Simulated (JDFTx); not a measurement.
# W: converge calculation

- system: W (Im-3m, 1 atom in the cell)
- method: Kohn-Sham DFT of a periodic cell, PBE, PseudoDojo-SR-PBE-0.5-stringent, no spin polarisation (JDFTx 1.7.0 (patched build))

The structure derives from an entry of the Crystallography Open Database.

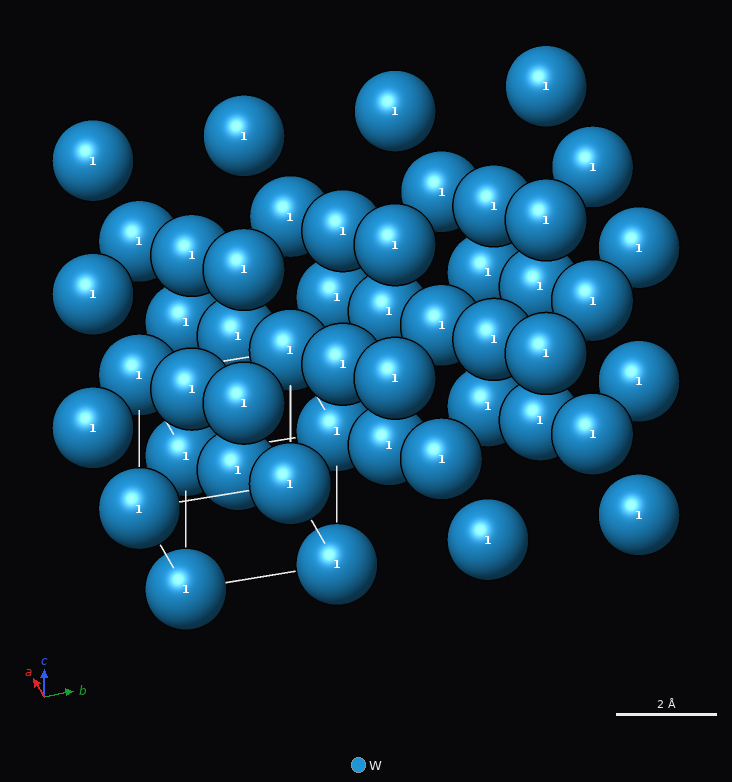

The structure (spheres-only view of the cell 2 times as large as that of the calculation, set on its symmetry axes, repeated 2 × 3 × 2, seen at an oblique angle; atoms are numbered from 1 in the order of the input).

### Key numbers

- outcome: converged
- space group (tolerance 0.01 Å): Im-3m (229)
- electrons treated: 14
- free energy: −1877.5569 eV
- Fermi energy: 23.798 eV
- gap on the k-point mesh: none (metallic)
- pressure: 18.53 GPa
- largest force (length of the vector): under 0.001 eV/Å
- hardware: 1 thread of AMD EPYC (Zen 5), 16 GiB of memory available, shared host
- wall time: 1.3 s
- peak memory: 0.04 GiB

### Notes

Settings chosen away from the usual ones: k_mesh set to [2, 2, 2]. The settings depart from the standard set-up of this series, which can bear on the numbers. Spin–orbit coupling is left out, which matters for W.

### Input file
```
lattice \
   -2.9901986847     2.9901986847     2.9901986847 \
    2.9901986847    -2.9901986847     2.9901986847 \
    2.9901986847     2.9901986847    -2.9901986847
coords-type Lattice
ion W      0.0000000000     0.0000000000     0.0000000000 1

ion-species pseudo/W.upf
elec-cutoff 37
elec-ex-corr gga-PBE
kpoint-folding 2 2 2
elec-smearing MP1 0.0018374661
elec-n-bands 13
electronic-SCF nIterations 100 energyDiffThreshold 1e-09
electronic-minimize nIterations 30 energyDiffThreshold 1e-7
converge-empty-states yes
forces-output-coords Cartesian

dump-name run.$VAR
dump End Ecomponents EigStats BandEigs Kpoints Forces Stress
```

Command:
```bash
jdftx -c 1 -i W.in -o W.out
```

### Output
```
*************** JDFTx 1.7.0 (patched build) ***************

Input parsed successfully to the following command list (including defaults):
[... the input with its defaults ...]

---------- Setting up symmetries ----------

Found 48 point-group symmetries of the bravais lattice
Found 48 space-group symmetries with basis
Applied RMS atom displacement 0 bohrs to make symmetries exact.

---------- Initializing the Grid ----------
R =
[      -2.9902       2.9902       2.9902  ]
[       2.9902      -2.9902       2.9902  ]
[       2.9902       2.9902      -2.9902  ]
unit cell volume = 106.945
G =
[ -2.73906e-17    1.05063    1.05063  ]
[    1.05063 -2.73906e-17    1.05063  ]
[    1.05063    1.05063 -2.73906e-17  ]
Minimum fftbox size, Smin = [  32  32  32  ]
Chosen fftbox size, S = [  32  32  32  ]

---------- Exchange Correlation functional ----------
Initalized PBE GGA exchange.
Initalized PBE GGA correlation.

---------- Setting up pseudopotentials ----------
Width of ionic core gaussian charges (only for fluid interactions / plotting) set to 0

Reading pseudopotential file 'pseudo/W.upf':
  'W' pseudopotential, 'PBE' functional
  Generated using ONCVPSP code by D. R. Hamann
  14 valence electrons, 4 orbitals, 8 projectors, 1001 radial grid points, with lMax = 3
    5S    l: 0   occupation:  2.0   eigenvalue: -2.905892
    5P    l: 1   occupation:  6.0   eigenvalue: -1.587650
    5D    l: 2   occupation:  4.0   eigenvalue: -0.164649
    6S    l: 0   occupation:  2.0   eigenvalue: -0.209951
  Core radius for overlap checks: 2.00 bohrs.

Initialized 1 species with 1 total atoms.

Folded 1 k-points by 2x2x2 to 8 k-points.

---------- Setting up k-points, bands, fillings ----------
Reduced to 3 k-points under symmetry.
Computing the number of bands and number of electrons
Calculating initial fillings.
nElectrons:  14.000000   nBands: 13   nStates: 3

----- Setting up reduced wavefunction bases (one per k-point) -----
average nbasis = 1151.625 , ideal nbasis = 1149.626

---------- Setting up ewald sum ----------
Optimum gaussian width for ewald sums = 1.867016 bohr.
Real space sum over 2197 unit cells with max indices [  6  6  6  ]
Reciprocal space sum over 2197 terms with max indices [  6  6  6  ]

---------- Allocating electronic variables ----------
Initializing wave functions:  linear combination of atomic orbitals
Note: number of bands (13) exceeds available atomic orbitals (10)
W pseudo-atom occupations:   s ( 2 2 )  p ( 6 )  d ( 4 )
	FillingsUpdate:  mu: +0.941589287  nElectrons: 14.000000
LCAOMinimize: Iter:   0  F: -68.8994805050852221  |grad|_K:  2.553e-03  alpha:  1.000e+00
	FillingsUpdate:  mu: +0.937669610  nElectrons: 14.000000
LCAOMinimize: Iter:   1  F: -68.9002395016981950  |grad|_K:  8.673e-04  alpha:  3.116e-01  linmin: -1.203e-01  cgtest:  8.444e-01
LCAOMinimize: Encountered beta<0, resetting CG.
[... 8 lines of inner loops ...]
	FillingsUpdate:  mu: +0.935788770  nElectrons: 14.000000
LCAOMinimize: Iter:   6  F: -68.9003259964176635  |grad|_K:  3.568e-08  alpha:  3.678e-01  linmin: -6.367e-02  cgtest:  3.280e-01
LCAOMinimize: Encountered beta<0, resetting CG.
LCAOMinimize: Converged (|Delta F|<1.000000e-06 for 2 iters).

-------- Electronic minimization -----------
Will mix electronic density at each iteration.
	FillingsUpdate:  mu: +0.935788770  nElectrons: 14.000000
	FillingsUpdate:  mu: +0.912143964  nElectrons: 14.000000
SCF: Cycle:  0   F: -68.988545880487720   dF: -8.822e-02   |Residual|: 1.636e-01   |deigs|: 1.225e-01
	FillingsUpdate:  mu: +0.891011408  nElectrons: 14.000000
SCF: Cycle:  1   F: -68.996968662488271   dF: -8.423e-03   |Residual|: 8.446e-02   |deigs|: 2.736e-02
	FillingsUpdate:  mu: +0.873001987  nElectrons: 14.000000
SCF: Cycle:  2   F: -68.998905678777859   dF: -1.937e-03   |Residual|: 1.505e-02   |deigs|: 2.269e-02
	FillingsUpdate:  mu: +0.874953441  nElectrons: 14.000000
SCF: Cycle:  3   F: -68.998942664822565   dF: -3.699e-05   |Residual|: 1.719e-03   |deigs|: 2.945e-03
	FillingsUpdate:  mu: +0.874449381  nElectrons: 14.000000
SCF: Cycle:  4   F: -68.998944606928760   dF: -1.942e-06   |Residual|: 6.431e-04   |deigs|: 7.079e-04
	FillingsUpdate:  mu: +0.874554970  nElectrons: 14.000000
SCF: Cycle:  5   F: -68.998944808066483   dF: -2.011e-07   |Residual|: 9.239e-05   |deigs|: 1.092e-04
	FillingsUpdate:  mu: +0.874568254  nElectrons: 14.000000
SCF: Cycle:  6   F: -68.998944848093515   dF: -4.003e-08   |Residual|: 3.554e-05   |deigs|: 2.154e-05
	FillingsUpdate:  mu: +0.874576607  nElectrons: 14.000000
SCF: Cycle:  7   F: -68.998944862259719   dF: -1.417e-08   |Residual|: 4.687e-05   |deigs|: 1.157e-05
	FillingsUpdate:  mu: +0.874563291  nElectrons: 14.000000
SCF: Cycle:  8   F: -68.998944865071394   dF: -2.812e-09   |Residual|: 1.033e-05   |deigs|: 1.874e-05
	FillingsUpdate:  mu: +0.874563150  nElectrons: 14.000000
SCF: Cycle:  9   F: -68.998944865601288   dF: -5.299e-10   |Residual|: 1.143e-05   |deigs|: 2.633e-07
	FillingsUpdate:  mu: +0.874563013  nElectrons: 14.000000
SCF: Cycle: 10   F: -68.998944865777801   dF: -1.765e-10   |Residual|: 1.407e-05   |deigs|: 2.546e-07
SCF: Converged (|Delta E|<1.000000e-09 for 2 iters).

Setting wave functions to eigenvectors of Hamiltonian
Converging empty states (this may take a while): |deigs|: 5.437e-06

# Stress tensor in Cartesian coordinates [Eh/a0^3]:
[ -0.000629929            0            0  ]
[            0 -0.000629929            0  ]
[            0            0 -0.000629929  ]

# Ionic positions in lattice coordinates:
ion W   0.000000000000000   0.000000000000000   0.000000000000000 1

# Forces in Cartesian coordinates:
force W  -0.000000000000000  -0.000000000000000   0.000000000000000 1

# Energy components:
   Eewald =      -59.6356489414396407
       EH =        7.7721346047988540
     Eloc =      -40.1946140986460208
      Enl =       12.6765154634119259
      Exc =      -16.5508695859224524
 Exc_core =        6.8282708262199643
       KE =       20.1052668657995781
-------------------------------------
     Etot =      -68.9989448657778013
       TS =       -0.0000000000000006
-------------------------------------
        F =      -68.9989448657778013

IonicMinimize: Iter:   0  F: -68.998944865777801  |grad|_K:  0.000e+00
IonicMinimize: Converged (|grad|_K<1.000000e-04).

#--- Lowdin population analysis ---
# oxidation-state W +1.502

Dumping 'run.eigStats' ...
	eMin: -1.923908 at state 0 ( [ +0.000000 +0.000000 +0.000000 ] spin 0 )
	HOMO: +0.852427 at state 1 ( [ +0.000000 +0.000000 +0.500000 ] spin 0 )
	mu  : +0.874567
	LUMO: +0.895371 at state 1 ( [ +0.000000 +0.000000 +0.500000 ] spin 0 )
	eMax: +1.439382 at state 1 ( [ +0.000000 +0.000000 +0.500000 ] spin 0 )
	HOMO-LUMO gap: +0.042944
	Optical gap  : +0.042944 at state 1 ( [ +0.000000 +0.000000 +0.500000 ] spin 0 )
Done!
```
